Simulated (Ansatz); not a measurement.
**Geometry relaxation, with input and output: MgO (part 1 of 2)**

System: MgO (C222₁, 4 atoms in the cell).
Method: DFT PBE, scalar-relativistic, plane waves, PAW, no spin polarisation (Ansatz 0.2.0).

The structure was made by a generator, so it may or may not be a known phase.

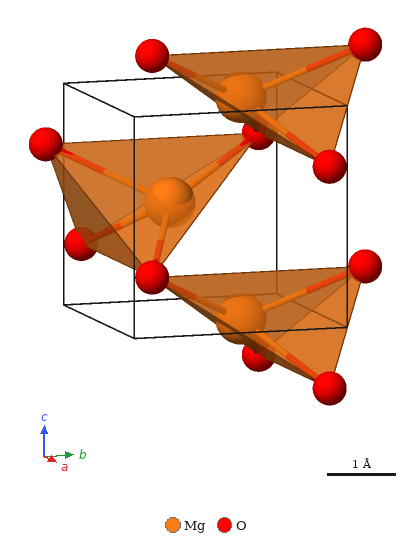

**Figure 1.** The structure as given in the input (polyhedral view of the cell of the calculation, seen slightly off an axis; polyhedra are completed across the faces of the cell).

The input:
```yaml
crystal:
  lattice:
    - [2.35114812, -2.35114812, 0.0]
    - [2.35114812, 2.35114812, 0.0]
    - [0.0, 0.0, 3.32502556]
  atoms:
    - { symbol: Mg, position: [0.625, 0.625, 0.0] }
    - { symbol: Mg, position: [0.375, 0.375, 0.5] }
    - { symbol: O, position: [0.875, 0.125, 0.25] }
    - { symbol: O, position: [0.125, 0.875, 0.75] }
basis:
  ecutwfc: 420
kpoints:
  mp_grid: { grid: [6, 6, 6] }
hamiltonian:
  xc: pbe
scf:
  occupations: { method: gaussian, width: 0.1 }
  lower_state_search: "off"
output:
  forces: true
  stress: true
  eigenvalues: true
relax:
  adjacent_minimum: "off"
  f_tol: 0.04
  max_steps: 70
  cell: { stress_tol: 0.4 }
```

Command:
```bash
ansatz run input.yaml --threads 1 --pin off --max-ram 2560MiB --backend cpu --events-out ev --progress --plain --runs-dir out
```

The program's output:
```
Engine: ansatz 0.2.0, x86_64-unknown-linux-gnu
Pseudopotentials: kind: paw
Pseudopotential: Mg, paw, valence charge 10, recommended cutoff 420 eV (normal), Mg.paw.azcp
Pseudopotential: O, paw, valence charge 6, recommended cutoff 420 eV (normal), O.paw.azcp
Functional definition: PBE
  parameter kappa = 0.804
  parameter beta = 0.06672455060314922
  exchange = pbe_x(kappa = kappa, mu = beta*pi^2/3)
  correlation = pbe_c(beta = beta)
Crystal: 4 atoms, lattice volume = 36.761 Å³
Basis set: ecut = 420 eV, 739 PW (Γ), exchange–correlation on 48×48×48 points (8 copies of the dense FFT grid, shifted against one another)
Bands: 20, of which v1, the nominal top of the filled ones, is band 16 counted from 1 (15 counted from 0)
Symmetry: 4 space group operations
Space group: C2221 (ITA 20), of the structure as read, at distance tolerance 3.3e-5 Å
k-points: 52 of 216 (time reversal used)
Non-local potential: Mg, projectors of the file, l = 0: 3, l = 1: 2, l = 2: 1
Non-local potential: O, projectors of the file, l = 0: 2, l = 1: 2, l = 2: 1
PAW form: soft (Blöchl's): semilocal exchange-correlation on the pseudo side does not see the compensation charge
PAW one-centre angular grid: Mg, 110 points (default); XC on 64 Gauss nodes
PAW one-centre angular grid: O, 110 points (default); XC on 64 Gauss nodes
Initial density: superposition of atomic densities (neutral atoms: chi_scale 0, normalization atom), corrected by the library's trained network
Initial wavefunctions: pseudopotential atomic-orbital guess
Functional: x = pbe(κ = 0.804, μ = 0.2195149727645171), c = pbe(β = 0.06672455060314922)
SCF iter   1: F=—  HF=-4978.708392 eV  |F-HF|=—  |Δ(HF+E_count)|=         —  Δρ=8.72e-3  dr2=8.76e-3  ethr=1.77e-3  ⟨swp⟩=5.2  Hψ=5203  notcnv=0
preconditioner: auto → none  [insulator: Δε(μ)=0.139 eV  Ē_g=13.050 eV  σ=0.100 eV  W_gap=0.62  n_scr=6 (ndim 8)  ℏωp=24.5 eV  f_vac=0.000  D(μ)=0.13/eV (n_scr^D=0)  ε∞_Penn≈4.5]
SCF iter   2: F=—  HF=-4978.705566 eV  |F-HF|=—  |Δ(HF+E_count)|=   2.83e-3  Δρ=3.60e-3  dr2=1.38e-3  ethr=2.74e-5  ⟨swp⟩=1.3  Hψ=1543  notcnv=0
SCF iter   3: F=—  HF=-4978.705191 eV  |F-HF|=—  |Δ(HF+E_count)|=   3.75e-4  Δρ=3.39e-4  dr2=1.85e-5  ethr=4.30e-6  ⟨swp⟩=2.6  Hψ=1448  notcnv=0
SCF iter   4: F=—  HF=-4978.705049 eV  |F-HF|=—  |Δ(HF+E_count)|=   1.42e-4  Δρ=6.95e-5  dr2=6.87e-7  ethr=5.78e-8  ⟨swp⟩=2.0  Hψ=1369  notcnv=0
iter 5 did not close the SCF: its close was put off for the readings that it lacked (scf_convergence_deferred on its scf_iter line)
SCF iter   5: F=-4978.705050 eV  HF=-4978.705050 eV  |F-HF|=2.03e-9  |Δ(HF+E_count)|=   8.00e-7  Δρ=7.88e-6  dr2=1.21e-8  ethr=2.15e-9  ⟨swp⟩=2.1  Hψ=1478  notcnv=0
SCF iter   6: F=-4978.705050 eV  HF=-4978.705050 eV  |F-HF|=4.46e-11  |Δ(HF+E_count)|=   6.51e-9  Δρ=1.26e-6  dr2=3.40e-10  ethr=3.79e-11  ⟨swp⟩=2.3  Hψ=3525  notcnv=0
SCF 1 converged in 6 iterations: F = -4978.705050 eV  dr2 = 3.40e-10
  greatest PAW one-centre occupation: 1.001 electrons in one spin orbital (limit 2), on the Mg atom at site 1 (counted from 0), in its partial waves of l = 1
relax step   1: F+E_penalty+E_count = -4978.70504990 eV  Δ(F+E_penalty+E_count) = +0.000e0 eV  max|allowed force component| = 7.598e0 eV/Å  Δτ_max = 0.0000 Å  P = +48.615 GPa  Ω = 36.761 Å³  (6 SCF iters, dr2 threshold 1.00e-7 eV, accepted)
Crystal: 4 atoms, lattice volume = 39.276 Å³
Basis set: ecut = 420 eV, 755 PW (Γ), exchange–correlation on 48×48×48 points (8 copies of the dense FFT grid, shifted against one another)
Initial density: handed on by an earlier stage of this run
Initial wavefunctions: those handed on with the density
iter 1 solved again at ethr=8.55e-4 eV; its pass at ethr=3.10e-3 eV (dr2=2.74e-1 eV) is discarded
SCF iter   1: F=—  HF=-4982.470988 eV  |F-HF|=—  |Δ(HF+E_count)|=         —  Δρ=2.93e-2  dr2=2.71e-1  ethr=8.55e-4  ⟨swp⟩=1.0  Hψ=5858  notcnv=0
preconditioner: auto → none  [insulator: Δε(μ)=1.188 eV  Ē_g=13.474 eV  σ=0.100 eV  W_gap=1.00  n_scr=14 (ndim 8)  ℏωp=23.7 eV  f_vac=0.000  D(μ)=0.00/eV (n_scr^D=0)  ε∞_Penn≈4.1]
SCF iter   2: F=—  HF=-4982.406547 eV  |F-HF|=—  |Δ(HF+E_count)|=   6.44e-2  Δρ=1.04e-2  dr2=1.55e-2  ethr=8.46e-4  ⟨swp⟩=2.2  Hψ=1502  notcnv=0
SCF iter   3: F=—  HF=-4982.408089 eV  |F-HF|=—  |Δ(HF+E_count)|=   1.54e-3  Δρ=3.13e-3  dr2=9.37e-4  ethr=4.86e-5  ⟨swp⟩=2.4  Hψ=1792  notcnv=0
SCF iter   4: F=—  HF=-4982.408756 eV  |F-HF|=—  |Δ(HF+E_count)|=   6.67e-4  Δρ=2.19e-4  dr2=4.46e-6  ethr=2.93e-6  ⟨swp⟩=2.5  Hψ=1883  notcnv=0
SCF iter   5: F=—  HF=-4982.408799 eV  |F-HF|=—  |Δ(HF+E_count)|=   4.27e-5  Δρ=2.34e-5  dr2=7.45e-8  ethr=1.39e-8  ⟨swp⟩=3.0  Hψ=2011  notcnv=0
SCF iter   6: F=-4982.408799 eV  HF=-4982.408799 eV  |F-HF|=1.25e-9  |Δ(HF+E_count)|=   5.84e-8  Δρ=2.55e-6  dr2=1.09e-9  ethr=2.33e-10  ⟨swp⟩=3.2  Hψ=4240  notcnv=0
SCF 2 converged in 6 iterations: F = -4982.408799 eV  dr2 = 1.09e-9
[... from here on the iterations of each SCF are left out, up to the last one ...]
relax step   2: F+E_penalty+E_count = -4982.40879887 eV  Δ(F+E_penalty+E_count) = -3.704e0 eV  max|allowed force component| = 5.625e0 eV/Å  Δτ_max = 0.1184 Å  P = +27.286 GPa  Ω = 39.276 Å³  energy of the carried Pulay correction = -9.252e-3 eV  (6 SCF iters, dr2 threshold 4.00e-7 eV, accepted)
Crystal: 4 atoms, lattice volume = 42.103 Å³
Basis set: ecut = 420 eV, 799 PW (Γ), exchange–correlation on 48×48×48 points (8 copies of the dense FFT grid, shifted against one another)
preconditioner: auto → Resta (q_TF=auto, 2.606 Å⁻¹)  ε∞=3.7  [insulator: Δε(μ)=2.780 eV  Ē_g=14.020 eV  σ=0.100 eV  W_gap=1.00  n_scr=18 (ndim 8)  ℏωp=22.9 eV  f_vac=0.000  D(μ)=0.00/eV (n_scr^D=0)  ε∞_Penn≈3.7]
SCF 3 converged in 6 iterations: F = -4985.849031 eV  dr2 = 9.18e-8
relax step   3: F+E_penalty+E_count = -4985.84903125 eV  Δ(F+E_penalty+E_count) = -3.440e0 eV  max|allowed force component| = 3.210e0 eV/Å  Δτ_max = 0.1949 Å  P = +12.796 GPa  Ω = 42.103 Å³  energy of the carried Pulay correction = -1.895e-2 eV  (6 SCF iters, dr2 threshold 4.00e-7 eV, accepted)
Crystal: 4 atoms, lattice volume = 44.558 Å³
Basis set: ecut = 420 eV, 879 PW (Γ), exchange–correlation on 48×48×48 points (8 copies of the dense FFT grid, shifted against one another)
preconditioner: auto → Resta (q_TF=auto, 2.582 Å⁻¹)  ε∞=3.5  [insulator: Δε(μ)=3.342 eV  Ē_g=14.193 eV  σ=0.100 eV  W_gap=1.00  n_scr=18 (ndim 8)  ℏωp=22.3 eV  f_vac=0.000  D(μ)=0.00/eV (n_scr^D=0)  ε∞_Penn≈3.5]
SCF 4 converged in 6 iterations: F = -4987.402409 eV  dr2 = 2.09e-7
relax step   4: F+E_penalty+E_count = -4987.40240903 eV  Δ(F+E_penalty+E_count) = -1.553e0 eV  max|allowed force component| = 1.254e0 eV/Å  Δτ_max = 0.1999 Å  P = +2.627 GPa  Ω = 44.558 Å³  energy of the carried Pulay correction = -2.683e-2 eV  (6 SCF iters, dr2 threshold 4.00e-7 eV, accepted)
Crystal: 4 atoms, lattice volume = 46.801 Å³
Basis set: ecut = 420 eV, 925 PW (Γ), exchange–correlation on 48×48×48 points (8 copies of the dense FFT grid, shifted against one another)
preconditioner: auto → Resta (q_TF=auto, 2.561 Å⁻¹)  ε∞=3.4  [insulator: Δε(μ)=3.250 eV  Ē_g=13.951 eV  σ=0.100 eV  W_gap=1.00  n_scr=18 (ndim 8)  ℏωp=21.7 eV  f_vac=0.002  D(μ)=0.00/eV (n_scr^D=0)  ε∞_Penn≈3.4]
SCF 5 converged in 6 iterations: F = -4987.580533 eV  dr2 = 5.61e-8
relax step   5: F+E_penalty+E_count = -4987.58053275 eV  Δ(F+E_penalty+E_count) = -1.781e-1 eV  max|allowed force component| = 1.495e-1 eV/Å  Δτ_max = 0.1250 Å  P = -3.483 GPa  Ω = 46.801 Å³  energy of the carried Pulay correction = -3.362e-2 eV  (6 SCF iters, dr2 threshold 4.00e-7 eV, accepted)
Crystal: 4 atoms, lattice volume = 45.606 Å³
Basis set: ecut = 420 eV, 897 PW (Γ), exchange–correlation on 48×48×48 points (8 copies of the dense FFT grid, shifted against one another)
preconditioner: auto → Resta (q_TF=auto, 2.572 Å⁻¹)  ε∞=3.4  [insulator: Δε(μ)=3.441 eV  Ē_g=14.175 eV  σ=0.100 eV  W_gap=1.00  n_scr=18 (ndim 8)  ℏωp=22.0 eV  f_vac=0.000  D(μ)=0.00/eV (n_scr^D=0)  ε∞_Penn≈3.4]
SCF 6 converged in 6 iterations: F = -4987.605445 eV  dr2 = 5.38e-9
relax step   6: F+E_penalty+E_count = -4987.60544522 eV  Δ(F+E_penalty+E_count) = -2.491e-2 eV  max|allowed force component| = 6.912e-3 eV/Å  Δτ_max = 0.0141 Å  P = +0.451 GPa  Ω = 45.606 Å³  energy of the carried Pulay correction = -3.005e-2 eV  (6 SCF iters, dr2 threshold 4.00e-7 eV, accepted)
Crystal: 4 atoms, lattice volume = 45.760 Å³
Basis set: ecut = 420 eV, 913 PW (Γ), exchange–correlation on 48×48×48 points (8 copies of the dense FFT grid, shifted against one another)
preconditioner: auto → Resta (q_TF=auto, 2.570 Å⁻¹)  ε∞=3.4  [insulator: Δε(μ)=3.413 eV  Ē_g=14.139 eV  σ=0.100 eV  W_gap=1.00  n_scr=18 (ndim 8)  ℏωp=22.0 eV  f_vac=0.000  D(μ)=0.00/eV (n_scr^D=0)  ε∞_Penn≈3.4]
SCF 7 converged in 6 iterations: F = -4987.605250 eV  dr2 = 8.64e-12
relax step   7: F+E_penalty+E_count = -4987.60525026 eV  Δ(F+E_penalty+E_count) = +1.950e-4 eV  max|allowed force component| = 8.280e-4 eV/Å  Δτ_max = 0.0003 Å  P = +0.017 GPa  Ω = 45.760 Å³  energy of the carried Pulay correction = -3.051e-2 eV  (6 SCF iters, dr2 threshold 4.00e-7 eV, accepted)
Basis set: ecut = 420 eV, 913 PW (Γ), exchange–correlation on 48×48×50 points (8 copies of the dense FFT grid, shifted against one another)
Initial wavefunctions: pseudopotential atomic-orbital guess (no wavefunctions were taken with the density)
preconditioner: auto → Resta (q_TF=auto, 2.570 Å⁻¹)  ε∞=3.4  [insulator: Δε(μ)=3.423 eV  Ē_g=14.141 eV  σ=0.100 eV  W_gap=1.00  n_scr=18 (ndim 8)  ℏωp=22.0 eV  f_vac=0.000  D(μ)=0.00/eV (n_scr^D=0)  ε∞_Penn≈3.4]
SCF 8 converged in 6 iterations: F = -4987.717629 eV  dr2 = 1.60e-10
relax step   8: F+E_penalty+E_count = -4987.71762942 eV  Δ(F+E_penalty+E_count) = -1.124e-1 eV  max|allowed force component| = 8.260e-4 eV/Å  Δτ_max = 0.0000 Å  P = +3.279 GPa  Ω = 45.760 Å³  stress off target by 4.54e0 GPa  SCF on the basis re-selected at this cell (its energy is not comparable with the rows above)  (6 SCF iters)
basis re-selected at this cell: Δ(F+E_penalty+E_count) = -1.124e-1 eV, ΔP = +3.262 GPa vs the last step (what re-selecting the basis moved, of the pressure what is left beyond the Pulay correction that the steps carried, after the strain that the cell walked since its last selection, with what the two solves' SCF thresholds leave and, on support functions, any second-order correction that the steps lacked; it is no measure of the basis error at this ecutwfc). The dense FFT grid was sized anew with the basis: this SCF ran on 24×24×25 points, the steps before it on 24×24×24, so part of this shift can come from that change (see relax.cell in the input reference). This SCF's stress stands 4.54e0 GPa from its target on what of the cell is left free (relax.cell.stress_tol is 4.00e-1 GPa) and its largest allowed force component is 8.26e-4 eV/Å (relax.f_tol is 4.00e-2 eV/Å): not within both, so this SCF does not close the relaxation
Crystal: 4 atoms, lattice volume = 46.976 Å³
Basis set: ecut = 420 eV, 929 PW (Γ), exchange–correlation on 48×48×50 points (8 copies of the dense FFT grid, shifted against one another)
preconditioner: auto → Resta (q_TF=auto, 2.559 Å⁻¹)  ε∞=3.4  [insulator: Δε(μ)=3.374 eV  Ē_g=14.008 eV  σ=0.100 eV  W_gap=1.00  n_scr=18 (ndim 8)  ℏωp=21.7 eV  f_vac=0.003  D(μ)=0.00/eV (n_scr^D=0)  ε∞_Penn≈3.4]
SCF 9 converged in 6 iterations: F = -4987.750800 eV  dr2 = 6.36e-9
relax step   9: F+E_penalty+E_count = -4987.75079992 eV  Δ(F+E_penalty+E_count) = -3.317e-2 eV  max|allowed force component| = 3.277e-3 eV/Å  Δτ_max = 0.0002 Å  P = +1.560 GPa  Ω = 46.976 Å³  energy of the carried Pulay correction = -4.498e-3 eV  (6 SCF iters, dr2 threshold 4.00e-7 eV, accepted)
Crystal: 4 atoms, lattice volume = 48.009 Å³
Basis set: ecut = 420 eV, 945 PW (Γ), exchange–correlation on 48×48×50 points (8 copies of the dense FFT grid, shifted against one another)
preconditioner: auto → none  [insulator: Δε(μ)=3.327 eV  Ē_g=13.906 eV  σ=0.100 eV  W_gap=1.00  n_scr=14 (ndim 8)  ℏωp=21.4 eV  f_vac=0.003  D(μ)=0.00/eV (n_scr^D=0)  ε∞_Penn≈3.4]
SCF 10 converged in 6 iterations: F = -4987.767924 eV  dr2 = 1.13e-10
relax step  10: F+E_penalty+E_count = -4987.76792449 eV  Δ(F+E_penalty+E_count) = -1.712e-2 eV  max|allowed force component| = 5.742e-3 eV/Å  Δτ_max = 0.0002 Å  P = -0.040 GPa  Ω = 48.009 Å³  energy of the carried Pulay correction = -9.127e-3 eV  (6 SCF iters, dr2 threshold 4.00e-7 eV, accepted)
Crystal: 4 atoms, lattice volume = 48.649 Å³
Basis set: ecut = 420 eV, 947 PW (Γ), exchange–correlation on 48×48×50 points (8 copies of the dense FFT grid, shifted against one another)
preconditioner: auto → none  [insulator: Δε(μ)=3.324 eV  Ē_g=13.869 eV  σ=0.100 eV  W_gap=1.00  n_scr=14 (ndim 8)  ℏωp=21.3 eV  f_vac=0.007  D(μ)=0.00/eV (n_scr^D=0)  ε∞_Penn≈3.4]
SCF 11 converged in 6 iterations: F = -4987.769935 eV  dr2 = 1.81e-10
relax step  11: F+E_penalty+E_count = -4987.76993505 eV  Δ(F+E_penalty+E_count) = -2.011e-3 eV  max|allowed force component| = 7.831e-3 eV/Å  Δτ_max = 0.0003 Å  P = -1.109 GPa  Ω = 48.649 Å³  energy of the carried Pulay correction = -1.250e-2 eV  (6 SCF iters, dr2 threshold 4.00e-7 eV, accepted)
Crystal: 4 atoms, lattice volume = 48.244 Å³
preconditioner: auto → none  [insulator: Δε(μ)=3.358 eV  Ē_g=13.915 eV  σ=0.100 eV  W_gap=1.00  n_scr=14 (ndim 8)  ℏωp=21.4 eV  f_vac=0.005  D(μ)=0.00/eV (n_scr^D=0)  ε∞_Penn≈3.4]
SCF 12 converged in 6 iterations: F = -4987.773559 eV  dr2 = 5.59e-11
relax step  12: F+E_penalty+E_count = -4987.77355922 eV  Δ(F+E_penalty+E_count) = -3.624e-3 eV  max|allowed force component| = 1.194e-3 eV/Å  Δτ_max = 0.0007 Å  P = -0.124 GPa  Ω = 48.244 Å³  energy of the carried Pulay correction = -1.045e-2 eV  (6 SCF iters, dr2 threshold 4.00e-7 eV, accepted)
Basis set: ecut = 420 eV, 945 PW (Γ), exchange–correlation on 48×48×60 points (8 copies of the dense FFT grid, shifted against one another)
preconditioner: auto → none  [insulator: Δε(μ)=3.365 eV  Ē_g=13.914 eV  σ=0.100 eV  W_gap=1.00  n_scr=14 (ndim 8)  ℏωp=21.4 eV  f_vac=0.006  D(μ)=0.00/eV (n_scr^D=0)  ε∞_Penn≈3.4]
SCF 13 converged in 6 iterations: F = -4987.817769 eV  dr2 = 9.50e-12
relax step  13: F+E_penalty+E_count = -4987.81776948 eV  Δ(F+E_penalty+E_count) = -4.421e-2 eV  max|allowed force component| = 1.193e-3 eV/Å  Δτ_max = 0.0000 Å  P = +0.715 GPa  Ω = 48.244 Å³  stress off target by 2.54e0 GPa  SCF on the basis re-selected at this cell (its energy is not comparable with the rows above)  (6 SCF iters)
basis re-selected at this cell: Δ(F+E_penalty+E_count) = -4.421e-2 eV, ΔP = +0.839 GPa vs the last step (what re-selecting the basis moved, of the pressure what is left beyond the Pulay correction that the steps carried, after the strain that the cell walked since its last selection, with what the two solves' SCF thresholds leave and, on support functions, any second-order correction that the steps lacked; it is no measure of the basis error at this ecutwfc). The dense FFT grid was sized anew with the basis: this SCF ran on 24×24×30 points, the steps before it on 24×24×25, so part of this shift can come from that change (see relax.cell in the input reference). This SCF's stress stands 2.54e0 GPa from its target on what of the cell is left free (relax.cell.stress_tol is 4.00e-1 GPa) and its largest allowed force component is 1.19e-3 eV/Å (relax.f_tol is 4.00e-2 eV/Å): not within both, so this SCF does not close the relaxation
Crystal: 4 atoms, lattice volume = 48.542 Å³
Basis set: ecut = 420 eV, 935 PW (Γ), exchange–correlation on 48×48×60 points (8 copies of the dense FFT grid, shifted against one another)
preconditioner: auto → none  [insulator: Δε(μ)=3.419 eV  Ē_g=13.935 eV  σ=0.100 eV  W_gap=1.00  n_scr=14 (ndim 8)  ℏωp=21.3 eV  f_vac=0.008  D(μ)=0.00/eV (n_scr^D=0)  ε∞_Penn≈3.3]
SCF 14 converged in 6 iterations: F = -4987.844481 eV  dr2 = 5.64e-11
relax step  14: F+E_penalty+E_count = -4987.84448090 eV  Δ(F+E_penalty+E_count) = -2.671e-2 eV  max|allowed force component| = 1.435e-3 eV/Å  Δτ_max = 0.0002 Å  P = +0.690 GPa  Ω = 48.542 Å³  energy of the carried Pulay correction = -1.099e-3 eV  (6 SCF iters, dr2 threshold 4.00e-7 eV, accepted)
Crystal: 4 atoms, lattice volume = 48.935 Å³
Basis set: ecut = 420 eV, 959 PW (Γ), exchange–correlation on 48×48×60 points (8 copies of the dense FFT grid, shifted against one another)
preconditioner: auto → none  [insulator: Δε(μ)=3.434 eV  Ē_g=13.905 eV  σ=0.100 eV  W_gap=1.00  n_scr=14 (ndim 8)  ℏωp=21.2 eV  f_vac=0.016  D(μ)=0.00/eV (n_scr^D=0)  ε∞_Penn≈3.3]
SCF 15 converged in 5 iterations: F = -4987.855372 eV  dr2 = 4.36e-8
relax step  15: F+E_penalty+E_count = -4987.85537215 eV  Δ(F+E_penalty+E_count) = -1.089e-2 eV  max|allowed force component| = 5.107e-3 eV/Å  Δτ_max = 0.0011 Å  P = -0.091 GPa  Ω = 48.935 Å³  energy of the carried Pulay correction = -2.552e-3 eV  (5 SCF iters, dr2 threshold 4.00e-7 eV, accepted)
Basis set: ecut = 420 eV, 959 PW (Γ), exchange–correlation on 48×48×64 points (8 copies of the dense FFT grid, shifted against one another)
preconditioner: auto → none  [insulator: Δε(μ)=3.439 eV  Ē_g=13.902 eV  σ=0.100 eV  W_gap=1.00  n_scr=14 (ndim 8)  ℏωp=21.2 eV  f_vac=0.014  D(μ)=0.00/eV (n_scr^D=0)  ε∞_Penn≈3.3]
SCF 16 converged in 6 iterations: F = -4987.869075 eV  dr2 = 2.31e-11
```
